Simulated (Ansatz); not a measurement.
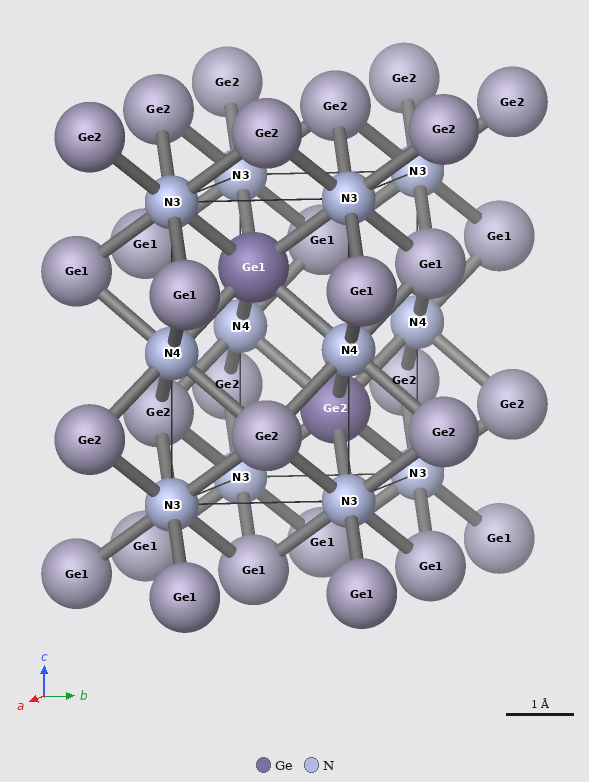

*The structure as given in the input (ball-and-stick view of the cell of the calculation, seen slightly off an axis; neighbours outside the cell are drawn fainter; atoms are numbered from 1 in the order of the input).*

## GeN: geometry relaxation (part 1 of 3)

- system: GeN (P6₃/mmc, 4 atoms in the cell)
- method: DFT PBEsol, scalar-relativistic, plane waves, PAW, no spin polarisation (Ansatz 0.2.0)

The structure was made by swapping elements on the sites of another compound; it need not be a known phase. It belongs to a series of runs on one base structure; here: Zr -> Ge on all its sites, cell and atoms relaxed. Figures and captions count atoms from 1; the log counts them from 0 in places.

## Output
```
Warning: the atoms were moved onto the symmetric positions of the space group found under crystal.symmetry.tolerance 1.0e-5 (fractional; no operation is sought that the atoms, as they stand in a round, miss by more than twice it, and no atom is moved by as much as it), and the run uses the moved positions. Before a round's move an operation carried an atom to 3.29e-5 Å from where it should land, the largest such distance. Atom 0 (counting from 0) moved farthest, by 1.65e-5 Å; the longest move in fractions of the cell, of whichever atom, is 0.35 of the tolerance, in 1 round. To run the atoms as typed, lower crystal.symmetry.tolerance until the operations that they miss are no longer found, or set crystal.symmetry.detect: false (a key that needs symmetry detection or time reversal refuses this as the deck is read). The positions used, in the order of the run's atom list: position: [0.6666666666666667, 0.3333333333333333, 0.75]; position: [0.3333333333333333, 0.6666666666666667, 0.25]; position: [0.0, 0.0, 0.0]; position: [0.0, 0.0, 0.5]; The lattice was moved too: crystal.lattice keeps the space group found at crystal.symmetry.tolerance 1.0e-5 only nearly: the operation that it misses by the most changes a squared length by the fraction 1.93e-11. The run uses the lattice that is a stretch of the typed one, with no rotation, onto the one that keeps every operation to a double's rounding (on a very oblique basis the stretch itself rounds by more); the deck's lattice vector that moved farthest moved by 1.49e-11 Å. To run the lattice as typed, set crystal.symmetry.detect: false, as for the atoms. crystal.lattice made exact, in Å and degrees: [[2.6836707382149316, 0.0, 0.0], [-1.3418353691074658, 2.324127034687069, 0.0], [0.0, 0.0, 4.6148604317]]. Pasted over the deck's crystal.lattice, beside positions in fractional coordinates, it runs the same cell (given as lengths and angles, that cell in the form's own orientation, a rigid turn of the misfit's size from the one run here, for which a checkpoint.post_process_only pass over this run's state can be refused: where this run relaxes nothing, give such a pass this deck's own crystal.lattice, as typed; behind a relaxation, as crystal.lattice, the state's own cell, identity.cell in its checkpoint.json), and a matrix so pasted ends this notice, except on a very skew basis of the lattice, where the rounding of the pasted numbers themselves can read as a misfit: the cell is then moved again, and that move is told again. The lattice as run is in this notice's lattice.as_run_ang field (Run.prep()["deck_notices"] in Python, the deck_notice line of an events file, deck_notices of ansatz run --dry-run=json, or deck_notices in record.json in the deck's checkpoint.write directory).
Engine: ansatz 0.2.0, x86_64-unknown-linux-gnu
Pseudopotentials: kind: paw
Pseudopotential: Ge, paw, valence charge 14, recommended cutoff 420 eV (normal), Ge.paw.azcp
Pseudopotential: N, paw, valence charge 5, recommended cutoff 420 eV (normal), N.paw.azcp
Functional definition: PBEsol
  exchange = pbesol_x
  correlation = pbesol_c
Crystal: 4 atoms, lattice volume = 28.784 Å³
Basis set: ecut = 420 eV, 549 PW (Γ), exchange–correlation on 36×36×64 points (8 copies of the dense FFT grid, shifted against one another)
Bands: 23, of which v1, the nominal top of the filled ones, is band 19 counted from 1 (18 counted from 0)
Symmetry: 24 space group operations
Space group: P63/mmc (ITA 194), of the structure as read, at distance tolerance 3.1e-5 Å
k-points: 57 of 576
Non-local potential: Ge, projectors of the file, l = 0: 2, l = 1: 2, l = 2: 3, l = 3: 1
Non-local potential: N, projectors of the file, l = 0: 2, l = 1: 2, l = 2: 1
PAW form: soft (Blöchl's): semilocal exchange-correlation on the pseudo side does not see the compensation charge
PAW frozen core: Ge, regenerated for the run's functional, and the local potential with it (the file was generated under x = pbe(κ = 0.804, μ = 0.2195149727645171), c = pbe(β = 0.06672455060314922))
PAW frozen core: N, regenerated for the run's functional, and the local potential with it (the file was generated under x = pbe(κ = 0.804, μ = 0.2195149727645171), c = pbe(β = 0.06672455060314922))
PAW one-centre angular grid: Ge, 590 points (default); XC on 64 Gauss nodes
PAW one-centre angular grid: N, 110 points (default); XC on 64 Gauss nodes
Initial density: superposition of atomic densities (neutral atoms: chi_scale 0, normalization atom), corrected by the library's trained network
Initial wavefunctions: pseudopotential atomic-orbital guess
Functional: x = pbesol(κ = 0.804, μ = 0.12345679012345678), c = pbesol(β = 0.046)
SCF iter   1: F=—  HF=-9256.077769 eV  |F-HF|=—  |Δ(HF+E_count)|=         —  Δρ=3.11e-2  dr2=2.49e-1  ethr=1.77e-3  ⟨swp⟩=5.0  Hψ=5544  notcnv=0
preconditioner: auto → Kerker (q_TF=auto, 2.858 Å⁻¹)  [metal: Δε(μ)=0.043 eV  Ē_g=23.163 eV  σ=0.100 eV  W_gap=0.23  n_scr=10 (ndim 8)  ℏωp=42.7 eV  f_vac=0.000  D(μ)=0.78/eV (n_scr^D=2)]
SCF iter   2: F=—  HF=-9256.009284 eV  |F-HF|=—  |Δ(HF+E_count)|=   6.85e-2  Δρ=1.15e-2  dr2=3.65e-2  ethr=6.56e-4  ⟨swp⟩=2.0  Hψ=1991  notcnv=0  defer=12
preconditioner: auto → none  [insulator: Δε(μ)=0.190 eV  Ē_g=23.136 eV  σ=0.100 eV  W_gap=0.58  n_scr=10 (ndim 8)  ℏωp=42.7 eV  f_vac=0.000  D(μ)=0.97/eV (n_scr^D=2)  ε∞_Penn≈4.4]
SCF iter   3: F=—  HF=-9255.997765 eV  |F-HF|=—  |Δ(HF+E_count)|=   1.15e-2  Δρ=1.69e-3  dr2=3.74e-4  ethr=9.60e-5  ⟨swp⟩=2.0  Hψ=1925  notcnv=0  defer=13
SCF iter   4: F=—  HF=-9255.997820 eV  |F-HF|=—  |Δ(HF+E_count)|=   5.55e-5  Δρ=3.72e-4  dr2=1.58e-5  ethr=9.83e-7  ⟨swp⟩=2.0  Hψ=2325  notcnv=0  defer=13
SCF iter   5: F=—  HF=-9255.997812 eV  |F-HF|=—  |Δ(HF+E_count)|=   7.87e-6  Δρ=5.70e-5  dr2=5.51e-7  ethr=4.15e-8  ⟨swp⟩=2.0  Hψ=2384  notcnv=0  defer=13
SCF iter   6: F=—  HF=-9255.997812 eV  |F-HF|=—  |Δ(HF+E_count)|=   6.44e-7  Δρ=1.27e-5  dr2=1.55e-8  ethr=2.63e-10  ⟨swp⟩=6.3  Hψ=5980  notcnv=0
SCF iter   7: F=-9255.997812 eV  HF=-9255.997812 eV  |F-HF|=3.82e-10  |Δ(HF+E_count)|=  7.51e-10  Δρ=1.08e-6  dr2=1.14e-10  ethr=4.07e-11  ⟨swp⟩=3.7  Hψ=3784  notcnv=0
SCF 1 converged in 7 iterations: F = -9255.997812 eV  dr2 = 1.14e-10
  greatest PAW one-centre occupation: 0.999 electrons in one spin orbital (limit 2), on the Ge atom at site 1 (counted from 0), in its partial waves of l = 2
relax step   1: F+E_penalty+E_count = -9255.99781152 eV  Δ(F+E_penalty+E_count) = +0.000e0 eV  max|allowed force component| = 1.480e-16 eV/Å  Δτ_max = 0.0000 Å  P = +162.248 GPa  Ω = 28.784 Å³  (7 SCF iters, dr2 threshold 1.00e-7 eV, accepted)
Crystal: 4 atoms, lattice volume = 31.427 Å³
Basis set: ecut = 420 eV, 623 PW (Γ), exchange–correlation on 36×36×64 points (8 copies of the dense FFT grid, shifted against one another)
Initial density: handed on by an earlier stage of this run
Initial wavefunctions: those handed on with the density
iter 1 solved again at ethr=4.49e-4 eV; its pass at ethr=3.10e-3 eV (dr2=1.70e-1 eV) is discarded
SCF iter   1: F=—  HF=-9258.509259 eV  |F-HF|=—  |Δ(HF+E_count)|=         —  Δρ=2.49e-2  dr2=1.72e-1  ethr=4.49e-4  ⟨swp⟩=1.0  Hψ=6804  notcnv=0
preconditioner: auto → Kerker (q_TF=auto, 2.816 Å⁻¹)  [metal: Δε(μ)=0.085 eV  Ē_g=22.474 eV  σ=0.100 eV  W_gap=0.39  n_scr=10 (ndim 8)  ℏωp=40.8 eV  f_vac=0.000  D(μ)=1.52/eV (n_scr^D=22)]
SCF iter   2: F=—  HF=-9258.462846 eV  |F-HF|=—  |Δ(HF+E_count)|=   4.64e-2  Δρ=8.31e-3  dr2=1.90e-2  ethr=4.49e-4  ⟨swp⟩=2.0  Hψ=1919  notcnv=0
SCF iter   3: F=—  HF=-9258.458220 eV  |F-HF|=—  |Δ(HF+E_count)|=   4.63e-3  Δρ=2.37e-3  dr2=9.75e-4  ethr=4.99e-5  ⟨swp⟩=2.0  Hψ=1763  notcnv=0
SCF iter   4: F=—  HF=-9258.458119 eV  |F-HF|=—  |Δ(HF+E_count)|=   1.01e-4  Δρ=4.14e-4  dr2=3.78e-5  ethr=2.57e-6  ⟨swp⟩=2.7  Hψ=2430  notcnv=0
SCF iter   5: F=—  HF=-9258.458051 eV  |F-HF|=—  |Δ(HF+E_count)|=   6.74e-5  Δρ=2.08e-4  dr2=1.03e-5  ethr=9.96e-8  ⟨swp⟩=2.0  Hψ=2361  notcnv=0
SCF iter   6: F=-9258.458050 eV  HF=-9258.458050 eV  |F-HF|=9.65e-8  |Δ(HF+E_count)|=   1.15e-6  Δρ=3.37e-5  dr2=2.85e-7  ethr=1.05e-9  ⟨swp⟩=3.1  Hψ=5531  notcnv=0
SCF 2 converged in 6 iterations: F = -9258.458050 eV  dr2 = 2.85e-7
relax step   2: F+E_penalty+E_count = -9258.45805000 eV  Δ(F+E_penalty+E_count) = -2.460e0 eV  max|allowed force component| = 2.961e-16 eV/Å  Δτ_max = 0.0000 Å  P = +101.653 GPa  Ω = 31.427 Å³  energy of the carried Pulay correction = -1.082e-2 eV  (6 SCF iters, dr2 threshold 4.00e-7 eV, accepted)
Crystal: 4 atoms, lattice volume = 34.622 Å³
Basis set: ecut = 420 eV, 677 PW (Γ), exchange–correlation on 36×36×64 points (8 copies of the dense FFT grid, shifted against one another)
iter 1 solved again at ethr=4.38e-4 eV; its pass at ethr=3.10e-3 eV (dr2=1.66e-1 eV) is discarded
SCF iter   1: F=—  HF=-9260.154294 eV  |F-HF|=—  |Δ(HF+E_count)|=         —  Δρ=2.30e-2  dr2=1.68e-1  ethr=4.38e-4  ⟨swp⟩=1.0  Hψ=6792  notcnv=0
preconditioner: auto → Kerker (q_TF=auto, 2.771 Å⁻¹)  [metal: Δε(μ)=0.048 eV  Ē_g=21.711 eV  σ=0.100 eV  W_gap=0.27  n_scr=10 (ndim 8)  ℏωp=38.9 eV  f_vac=0.000  D(μ)=1.05/eV (n_scr^D=2)]
SCF iter   2: F=—  HF=-9260.110322 eV  |F-HF|=—  |Δ(HF+E_count)|=   4.40e-2  Δρ=7.13e-3  dr2=1.57e-2  ethr=4.38e-4  ⟨swp⟩=2.0  Hψ=1926  notcnv=0
SCF iter   3: F=—  HF=-9260.107159 eV  |F-HF|=—  |Δ(HF+E_count)|=   3.16e-3  Δρ=2.38e-3  dr2=1.21e-3  ethr=4.14e-5  ⟨swp⟩=2.0  Hψ=1749  notcnv=0
SCF iter   4: F=—  HF=-9260.107106 eV  |F-HF|=—  |Δ(HF+E_count)|=   5.24e-5  Δρ=4.79e-4  dr2=6.40e-5  ethr=3.19e-6  ⟨swp⟩=3.0  Hψ=2576  notcnv=0
SCF iter   5: F=—  HF=-9260.106934 eV  |F-HF|=—  |Δ(HF+E_count)|=   1.73e-4  Δρ=2.45e-4  dr2=1.69e-5  ethr=1.68e-7  ⟨swp⟩=2.0  Hψ=2324  notcnv=0
SCF iter   6: F=-9260.106933 eV  HF=-9260.106933 eV  |F-HF|=1.83e-7  |Δ(HF+E_count)|=   8.63e-7  Δρ=3.79e-5  dr2=2.83e-7  ethr=1.05e-9  ⟨swp⟩=3.4  Hψ=5762  notcnv=0
SCF 3 converged in 6 iterations: F = -9260.106933 eV  dr2 = 2.83e-7
relax step   3: F+E_penalty+E_count = -9260.10693289 eV  Δ(F+E_penalty+E_count) = -1.649e0 eV  max|allowed force component| = 4.811e-16 eV/Å  Δτ_max = 0.0000 Å  P = +53.860 GPa  Ω = 34.622 Å³  energy of the carried Pulay correction = -2.271e-2 eV  (6 SCF iters, dr2 threshold 4.00e-7 eV, accepted)
Crystal: 4 atoms, lattice volume = 37.939 Å³
Basis set: ecut = 420 eV, 737 PW (Γ), exchange–correlation on 36×36×64 points (8 copies of the dense FFT grid, shifted against one another)
iter 1 solved again at ethr=3.42e-4 eV; its pass at ethr=3.10e-3 eV (dr2=1.30e-1 eV) is discarded
SCF iter   1: F=—  HF=-9260.941155 eV  |F-HF|=—  |Δ(HF+E_count)|=         —  Δρ=1.88e-2  dr2=1.31e-1  ethr=3.42e-4  ⟨swp⟩=1.0  Hψ=6770  notcnv=0
preconditioner: auto → Kerker (q_TF=auto, 2.729 Å⁻¹)  [metal: Δε(μ)=0.072 eV  Ē_g=21.039 eV  σ=0.100 eV  W_gap=0.39  n_scr=10 (ndim 8)  ℏωp=37.2 eV  f_vac=0.000  D(μ)=0.73/eV (n_scr^D=2)]
SCF iter   2: F=—  HF=-9260.907807 eV  |F-HF|=—  |Δ(HF+E_count)|=   3.33e-2  Δρ=5.47e-3  dr2=1.09e-2  ethr=3.42e-4  ⟨swp⟩=2.0  Hψ=1909  notcnv=0
preconditioner: auto → none  [insulator: Δε(μ)=0.127 eV  Ē_g=21.025 eV  σ=0.100 eV  W_gap=0.63  n_scr=10 (ndim 8)  ℏωp=37.2 eV  f_vac=0.000  D(μ)=0.82/eV (n_scr^D=2)  ε∞_Penn≈4.1]
SCF iter   3: F=—  HF=-9260.905825 eV  |F-HF|=—  |Δ(HF+E_count)|=   1.98e-3  Δρ=1.52e-3  dr2=4.39e-4  ethr=2.86e-5  ⟨swp⟩=2.0  Hψ=1756  notcnv=0
SCF iter   4: F=—  HF=-9260.905952 eV  |F-HF|=—  |Δ(HF+E_count)|=   1.27e-4  Δρ=2.62e-4  dr2=1.39e-5  ethr=1.16e-6  ⟨swp⟩=2.3  Hψ=2278  notcnv=0
SCF iter   5: F=—  HF=-9260.905886 eV  |F-HF|=—  |Δ(HF+E_count)|=   6.59e-5  Δρ=6.51e-5  dr2=8.46e-7  ethr=3.67e-8  ⟨swp⟩=2.0  Hψ=2395  notcnv=0
SCF iter   6: F=-9260.905886 eV  HF=-9260.905886 eV  |F-HF|=1.96e-8  |Δ(HF+E_count)|=   2.27e-7  Δρ=1.23e-5  dr2=2.55e-8  ethr=1.05e-9  ⟨swp⟩=5.1  Hψ=5501  notcnv=0
SCF 4 converged in 6 iterations: F = -9260.905886 eV  dr2 = 2.55e-8
relax step   4: F+E_penalty+E_count = -9260.90588634 eV  Δ(F+E_penalty+E_count) = -7.990e-1 eV  max|allowed force component| = 2.961e-16 eV/Å  Δτ_max = 0.0000 Å  P = +19.875 GPa  Ω = 37.939 Å³  energy of the carried Pulay correction = -3.386e-2 eV  (6 SCF iters, dr2 threshold 4.00e-7 eV, accepted)
Crystal: 4 atoms, lattice volume = 40.476 Å³
Basis set: ecut = 420 eV, 787 PW (Γ), exchange–correlation on 36×36×64 points (8 copies of the dense FFT grid, shifted against one another)
iter 1 solved again at ethr=1.20e-4 eV; its pass at ethr=3.10e-3 eV (dr2=4.58e-2 eV) is discarded
SCF iter   1: F=—  HF=-9261.073898 eV  |F-HF|=—  |Δ(HF+E_count)|=         —  Δρ=1.06e-2  dr2=4.64e-2  ethr=1.20e-4  ⟨swp⟩=1.0  Hψ=6610  notcnv=0
preconditioner: auto → Kerker (q_TF=auto, 2.700 Å⁻¹)  [metal: Δε(μ)=0.031 eV  Ē_g=20.595 eV  σ=0.100 eV  W_gap=0.17  n_scr=10 (ndim 8)  ℏωp=36.0 eV  f_vac=0.000  D(μ)=1.21/eV (n_scr^D=2)]
SCF iter   2: F=—  HF=-9261.062579 eV  |F-HF|=—  |Δ(HF+E_count)|=   1.13e-2  Δρ=2.52e-3  dr2=2.35e-3  ethr=1.20e-4  ⟨swp⟩=2.0  Hψ=1840  notcnv=0
SCF iter   3: F=—  HF=-9261.062488 eV  |F-HF|=—  |Δ(HF+E_count)|=   9.15e-5  Δρ=1.29e-3  dr2=4.66e-4  ethr=6.20e-6  ⟨swp⟩=2.2  Hψ=1650  notcnv=0
SCF iter   4: F=—  HF=-9261.062561 eV  |F-HF|=—  |Δ(HF+E_count)|=   7.28e-5  Δρ=2.44e-4  dr2=2.50e-5  ethr=1.23e-6  ⟨swp⟩=2.4  Hψ=2418  notcnv=0
SCF iter   5: F=—  HF=-9261.062577 eV  |F-HF|=—  |Δ(HF+E_count)|=   1.68e-5  Δρ=1.17e-4  dr2=5.05e-6  ethr=6.58e-8  ⟨swp⟩=2.0  Hψ=2333  notcnv=0
SCF iter   6: F=-9261.062577 eV  HF=-9261.062578 eV  |F-HF|=4.97e-8  |Δ(HF+E_count)|=   2.82e-7  Δρ=2.05e-5  dr2=1.45e-7  ethr=1.05e-9  ⟨swp⟩=3.0  Hψ=5551  notcnv=0
SCF 5 converged in 6 iterations: F = -9261.062577 eV  dr2 = 1.45e-7
relax step   5: F+E_penalty+E_count = -9261.06257749 eV  Δ(F+E_penalty+E_count) = -1.567e-1 eV  max|allowed force component| = 5.829e-16 eV/Å  Δτ_max = 0.0000 Å  P = +2.501 GPa  Ω = 40.476 Å³  energy of the carried Pulay correction = -4.172e-2 eV  (6 SCF iters, dr2 threshold 4.00e-7 eV, accepted)
Crystal: 4 atoms, lattice volume = 40.747 Å³
Basis set: ecut = 420 eV, 799 PW (Γ), exchange–correlation on 36×36×64 points (8 copies of the dense FFT grid, shifted against one another)
iter 1 solved again at ethr=3.47e-6 eV; its pass at ethr=3.10e-3 eV (dr2=1.32e-3 eV) is discarded
SCF iter   1: F=—  HF=-9261.066845 eV  |F-HF|=—  |Δ(HF+E_count)|=         —  Δρ=2.13e-3  dr2=1.31e-3  ethr=3.47e-6  ⟨swp⟩=2.0  Hψ=6738  notcnv=0
preconditioner: auto → Kerker (q_TF=auto, 2.697 Å⁻¹)  [metal: Δε(μ)=0.005 eV  Ē_g=20.556 eV  σ=0.100 eV  W_gap=0.03  n_scr=10 (ndim 8)  ℏωp=35.9 eV  f_vac=0.000  D(μ)=1.23/eV (n_scr^D=4)]
SCF iter   2: F=—  HF=-9261.066525 eV  |F-HF|=—  |Δ(HF+E_count)|=   3.20e-4  Δρ=8.92e-4  dr2=1.81e-4  ethr=3.46e-6  ⟨swp⟩=2.0  Hψ=1645  notcnv=0
SCF iter   3: F=—  HF=-9261.066546 eV  |F-HF|=—  |Δ(HF+E_count)|=   2.04e-5  Δρ=3.36e-4  dr2=3.68e-5  ethr=4.76e-7  ⟨swp⟩=1.7  Hψ=1509  notcnv=0
SCF iter   4: F=—  HF=-9261.066535 eV  |F-HF|=—  |Δ(HF+E_count)|=   1.06e-5  Δρ=7.21e-5  dr2=1.42e-6  ethr=9.68e-8  ⟨swp⟩=2.2  Hψ=1732  notcnv=0
SCF iter   5: F=—  HF=-9261.066535 eV  |F-HF|=—  |Δ(HF+E_count)|=   5.95e-8  Δρ=2.86e-5  dr2=2.51e-7  ethr=1.05e-9  ⟨swp⟩=5.1  Hψ=5938  notcnv=0
SCF iter   6: F=-9261.066535 eV  HF=-9261.066535 eV  |F-HF|=7.40e-10  |Δ(HF+E_count)|=   3.36e-7  Δρ=6.71e-6  dr2=6.49e-9  ethr=6.61e-10  ⟨swp⟩=4.2  Hψ=4944  notcnv=0
SCF 6 converged in 6 iterations: F = -9261.066535 eV  dr2 = 6.49e-9
  greatest PAW one-centre occupation: 0.998 electrons in one spin orbital (limit 2), on the Ge atom at site 1 (counted from 0), in its partial waves of l = 2
relax step   6: F+E_penalty+E_count = -9261.06653464 eV  Δ(F+E_penalty+E_count) = -3.957e-3 eV  max|allowed force component| = 1.943e-16 eV/Å  Δτ_max = 0.0000 Å  P = +0.021 GPa  Ω = 40.747 Å³  energy of the carried Pulay correction = -4.251e-2 eV  (6 SCF iters, dr2 threshold 4.00e-7 eV, accepted)
Crystal: 4 atoms, lattice volume = 40.792 Å³
iter 1 solved again at ethr=5.51e-8 eV; its pass at ethr=3.10e-3 eV (dr2=2.09e-5 eV) is discarded
SCF iter   1: F=—  HF=-9261.066874 eV  |F-HF|=—  |Δ(HF+E_count)|=         —  Δρ=4.53e-4  dr2=2.49e-5  ethr=5.51e-8  ⟨swp⟩=3.4  Hψ=7365  notcnv=0
preconditioner: auto → Kerker (q_TF=auto, 2.696 Å⁻¹)  [metal: Δε(μ)=0.016 eV  Ē_g=20.553 eV  σ=0.100 eV  W_gap=0.09  n_scr=10 (ndim 8)  ℏωp=35.8 eV  f_vac=0.000  D(μ)=1.28/eV (n_scr^D=4)]
SCF iter   2: F=—  HF=-9261.066925 eV  |F-HF|=—  |Δ(HF+E_count)|=   5.12e-5  Δρ=2.48e-4  dr2=9.11e-6  ethr=5.51e-8  ⟨swp⟩=1.0  Hψ=1311  notcnv=0
SCF iter   3: F=-9261.066922 eV  HF=-9261.066922 eV  |F-HF|=1.50e-7  |Δ(HF+E_count)|=   2.69e-6  Δρ=2.94e-5  dr2=3.05e-7  ethr=1.05e-9  ⟨swp⟩=3.4  Hψ=5451  notcnv=0
SCF 7 converged in 3 iterations: F = -9261.066922 eV  dr2 = 3.05e-7
relax step   7: F+E_penalty+E_count = -9261.06692207 eV  Δ(F+E_penalty+E_count) = -3.874e-4 eV  max|allowed force component| = 2.868e-16 eV/Å  Δτ_max = 0.0000 Å  P = +0.004 GPa  Ω = 40.792 Å³  energy of the carried Pulay correction = -4.265e-2 eV  (3 SCF iters, dr2 threshold 4.00e-7 eV, accepted)
Basis set: ecut = 420 eV, 799 PW (Γ), exchange–correlation on 40×40×80 points (8 copies of the dense FFT grid, shifted against one another)
Initial wavefunctions: pseudopotential atomic-orbital guess (no wavefunctions were taken with the density)
iter 1 solved again at ethr=1.27e-5 eV; its pass at ethr=3.10e-3 eV (dr2=4.81e-3 eV) is discarded
```
